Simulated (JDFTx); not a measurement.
**NaF: single-point calculation at one volume of an equation of state**

- system: NaF (Fm-3m, 2 atoms in the cell)
- method: Kohn-Sham DFT of a periodic cell, RPBE, PseudoDojo-SR-PBE-0.5-standard, no spin polarisation (JDFTx 1.7.0 (patched build))

The structure derives from an entry of the Crystallography Open Database. It belongs to a series of runs on one base structure; here: volume scaled by 0.94.

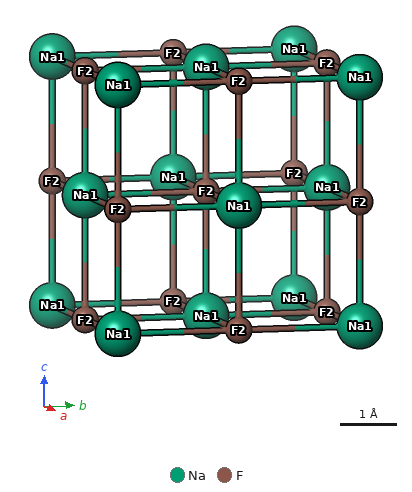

The structure as given in the input (ball-and-stick view of the cell 4 times as large as that of the calculation, set on its symmetry axes, seen slightly off an axis; atoms are numbered from 1 in the order of the input).

Key numbers:

```json
{"quantity": "outcome", "value": "converged"}
{"quantity": "space group (tolerance 0.01 Å)", "value": "Fm-3m (225)"}
{"quantity": "electrons treated", "value": "16"}
{"quantity": "free energy", "value": "−1902.3260 eV"}
{"quantity": "gap on the k-point mesh", "value": "7.04 eV"}
{"quantity": "pressure", "value": "9.52 GPa"}
{"quantity": "largest force (length of the vector)", "value": "under 0.001 eV/Å"}
{"quantity": "hardware", "value": "1 thread of Arm Neoverse V1, 24 GiB of memory available, shared host"}
{"quantity": "wall time", "value": "69 s"}
{"quantity": "peak memory", "value": "0.1 GiB"}
```

Remarks:

The cell is under a pressure of 9.5 GPa at this level, so it is not at its equilibrium volume.

Input file:
```
lattice Face-Centered Cubic 8.5893334988
coords-type Lattice
ion Na     0.0000000000     0.0000000000     0.0000000000 1
ion F      0.5000000000     0.5000000000     0.5000000000 1

ion-species pseudo/Na.upf
ion-species pseudo/F.upf
elec-cutoff 44 352
elec-ex-corr gga-x-rpbe gga-c-pbe
kpoint-folding 10 10 10
elec-smearing Fermi 0.0018374661
elec-n-bands 14
electronic-SCF nIterations 100 energyDiffThreshold 1e-09
electronic-minimize nIterations 30 energyDiffThreshold 1e-7
forces-output-coords Cartesian

dump-name run.$VAR
dump End Ecomponents EigStats BandEigs Kpoints Forces Stress
```

Command:
```bash
jdftx -c 1 -i NaF.in -o NaF.out
```

What the program printed:
```
*************** JDFTx 1.7.0 (patched build) ***************

Input parsed successfully to the following command list (including defaults):
[... the input with its defaults ...]

---------- Setting up symmetries ----------

Found 48 point-group symmetries of the bravais lattice
Found 48 space-group symmetries with basis
Applied RMS atom displacement 0 bohrs to make symmetries exact.

---------- Initializing the Grid ----------
R =
[            0      4.29467      4.29467  ]
[      4.29467            0      4.29467  ]
[      4.29467      4.29467            0  ]
unit cell volume = 158.423
G =
[   -0.73151    0.73151    0.73151  ]
[    0.73151   -0.73151    0.73151  ]
[    0.73151    0.73151   -0.73151  ]
Minimum fftbox size, Smin = [  52  52  52  ]
Chosen fftbox size, S = [  54  54  54  ]

---------- Initializing tighter grid for wavefunction operations ----------
R =
[            0      4.29467      4.29467  ]
[      4.29467            0      4.29467  ]
[      4.29467      4.29467            0  ]
unit cell volume = 158.423
G =
[   -0.73151    0.73151    0.73151  ]
[    0.73151   -0.73151    0.73151  ]
[    0.73151    0.73151   -0.73151  ]
Minimum fftbox size, Smin = [  40  40  40  ]
Chosen fftbox size, S = [  40  40  40  ]

---------- Exchange Correlation functional ----------
Initialized LibXC exchange functional 'Hammer, Hansen, and Norskov'
Initialized LibXC correlation functional 'Perdew, Burke & Ernzerhof'

---------- Setting up pseudopotentials ----------
Width of ionic core gaussian charges (only for fluid interactions / plotting) set to 0

Reading pseudopotential file 'pseudo/Na.upf':
  'Na' pseudopotential, 'PBE' functional
  Generated using ONCVPSP code by D. R. Hamann
  9 valence electrons, 3 orbitals, 4 projectors, 1001 radial grid points, with lMax = 1
    2S    l: 0   occupation:  2.0   eigenvalue: -2.085640
    2P    l: 1   occupation:  6.0   eigenvalue: -1.053708
    3S    l: 0   occupation:  1.0   eigenvalue: -0.100838
  Core radius for overlap checks: 1.48 bohrs.

Reading pseudopotential file 'pseudo/F.upf':
  'F' pseudopotential, 'PBE' functional
  Generated using ONCVPSP code by D. R. Hamann
  7 valence electrons, 2 orbitals, 5 projectors, 832 radial grid points, with lMax = 2
    2S    l: 0   occupation:  2.0   eigenvalue: -1.098789
    2P    l: 1   occupation:  5.0   eigenvalue: -0.408344
  Core radius for overlap checks: 1.56 bohrs.

Initialized 2 species with 2 total atoms.

Folded 1 k-points by 10x10x10 to 1000 k-points.

---------- Setting up k-points, bands, fillings ----------
Reduced to 47 k-points under symmetry.
Computing the number of bands and number of electrons
Calculating initial fillings.
nElectrons:  16.000000   nBands: 14   nStates: 47

----- Setting up reduced wavefunction bases (one per k-point) -----
average nbasis = 2208.389 , ideal nbasis = 2208.470

---------- Setting up ewald sum ----------
Optimum gaussian width for ewald sums = 1.950563 bohr.
Real space sum over 1331 unit cells with max indices [  5  5  5  ]
Reciprocal space sum over 2197 terms with max indices [  6  6  6  ]

---------- Allocating electronic variables ----------
Initializing wave functions:  linear combination of atomic orbitals
Note: number of bands (14) exceeds available atomic orbitals (9)
Na pseudo-atom occupations:   s ( 2 1 )  p ( 6 )
F pseudo-atom occupations:   s ( 2 )  p ( 5 )
	FillingsUpdate:  mu: +0.300000000  nElectrons: 16.000000
LCAOMinimize: Iter:   0  F: -69.8427863677561902  |grad|_K:  4.572e-03  alpha:  1.000e+00
	FillingsUpdate:  mu: +0.277348592  nElectrons: 16.000000
LCAOMinimize: Iter:   1  F: -69.8918009177282045  |grad|_K:  1.080e-03  alpha:  3.748e-01  linmin: -2.632e-01  cgtest:  8.834e-01
LCAOMinimize: Encountered beta<0, resetting CG.
[... 7 lines of inner loops ...]
LCAOMinimize: Iter:   5  F: -69.8942007712512634  |grad|_K:  9.749e-08  alpha:  9.807e-01  linmin:  2.059e-04  cgtest:  1.480e-02
	FillingsUpdate:  mu: +0.270161910  nElectrons: 16.000000
LCAOMinimize: Iter:   6  F: -69.8942007712856821  |grad|_K:  2.403e-08  alpha:  7.908e-01  linmin:  5.713e-03  cgtest: -4.950e-02
LCAOMinimize: Converged (|Delta F|<1.000000e-06 for 2 iters).

-------- Electronic minimization -----------
Will mix electronic density at each iteration.
	FillingsUpdate:  mu: +0.270161910  nElectrons: 16.000000
	FillingsUpdate:  mu: +0.263871643  nElectrons: 16.000000
SCF: Cycle:  0   F: -69.905202102717595   dF: -1.100e-02   |Residual|: 8.307e-02   |deigs|: 3.557e-01
	FillingsUpdate:  mu: +0.100000000  nElectrons: 16.000000
SCF: Cycle:  1   F: -69.909135861439637   dF: -3.934e-03   |Residual|: 8.470e-03   |deigs|: 1.343e-02
	FillingsUpdate:  mu: +0.100000000  nElectrons: 16.000000
SCF: Cycle:  2   F: -69.909178657825635   dF: -4.280e-05   |Residual|: 4.836e-03   |deigs|: 2.236e-03
	FillingsUpdate:  mu: +0.100000000  nElectrons: 16.000000
SCF: Cycle:  3   F: -69.909188320520002   dF: -9.663e-06   |Residual|: 1.081e-03   |deigs|: 1.601e-03
	FillingsUpdate:  mu: +0.100000000  nElectrons: 16.000000
SCF: Cycle:  4   F: -69.909189610015204   dF: -1.289e-06   |Residual|: 4.892e-04   |deigs|: 5.369e-04
	FillingsUpdate:  mu: +0.100000000  nElectrons: 16.000000
SCF: Cycle:  5   F: -69.909189797872671   dF: -1.879e-07   |Residual|: 4.395e-05   |deigs|: 3.011e-04
	FillingsUpdate:  mu: +0.100000000  nElectrons: 16.000000
SCF: Cycle:  6   F: -69.909189809006932   dF: -1.113e-08   |Residual|: 1.717e-05   |deigs|: 2.389e-04
	FillingsUpdate:  mu: +0.100000000  nElectrons: 16.000000
SCF: Cycle:  7   F: -69.909189810044751   dF: -1.038e-09   |Residual|: 1.567e-05   |deigs|: 2.274e-04
	FillingsUpdate:  mu: +0.100000000  nElectrons: 16.000000
SCF: Cycle:  8   F: -69.909189810397237   dF: -3.525e-10   |Residual|: 1.732e-06   |deigs|: 7.471e-04
	FillingsUpdate:  mu: +0.100000000  nElectrons: 16.000000
SCF: Cycle:  9   F: -69.909189810425573   dF: -2.834e-11   |Residual|: 7.377e-07   |deigs|: 2.158e-04
SCF: Converged (|Delta E|<1.000000e-09 for 2 iters).

Setting wave functions to eigenvectors of Hamiltonian

# Stress tensor in Cartesian coordinates [Eh/a0^3]:
[ -0.000323633            0            0  ]
[            0 -0.000323633            0  ]
[            0            0 -0.000323633  ]

# Ionic positions in lattice coordinates:
ion Na   0.000000000000000   0.000000000000000   0.000000000000000 1
ion F   0.500000000000000   0.500000000000000   0.500000000000000 1

# Forces in Cartesian coordinates:
force Na  -0.000000000000000  -0.000000000000000  -0.000000000000000 1
force F   0.000000000000000  -0.000000000000000  -0.000000000000000 1

# Energy components:
   Eewald =      -42.6889009041283103
       EH =       22.3110677303483023
     Eloc =      -64.3844561867931446
      Enl =      -17.5281117418696120
      Exc =      -12.6129127414743873
 Exc_core =        0.6452956736656730
       KE =       44.3488283598263351
-------------------------------------
     Etot =      -69.9091898104251470
       TS =        0.0000000000004288
-------------------------------------
        F =      -69.9091898104255733

IonicMinimize: Iter:   0  F: -69.909189810425573  |grad|_K:        nan
IonicMinimize: None of the convergence criteria satisfied after 0 iterations.

#--- Lowdin population analysis ---
# oxidation-state Na +0.799
# oxidation-state F -0.759

Dumping 'run.eigStats' ...
	eMin: -1.670621 at state 0 ( [ +0.000000 +0.000000 +0.000000 ] spin 0 )
	HOMO: +0.057929 at state 0 ( [ +0.000000 +0.000000 +0.000000 ] spin 0 )
	mu  : +0.100000
	LUMO: +0.316576 at state 0 ( [ +0.000000 +0.000000 +0.000000 ] spin 0 )
	eMax: +1.067381 at state 24 ( [ +0.000000 +0.300000 +0.500000 ] spin 0 )
	HOMO-LUMO gap: +0.258647
	Optical gap  : +0.258647 at state 0 ( [ +0.000000 +0.000000 +0.000000 ] spin 0 )
Done!
```
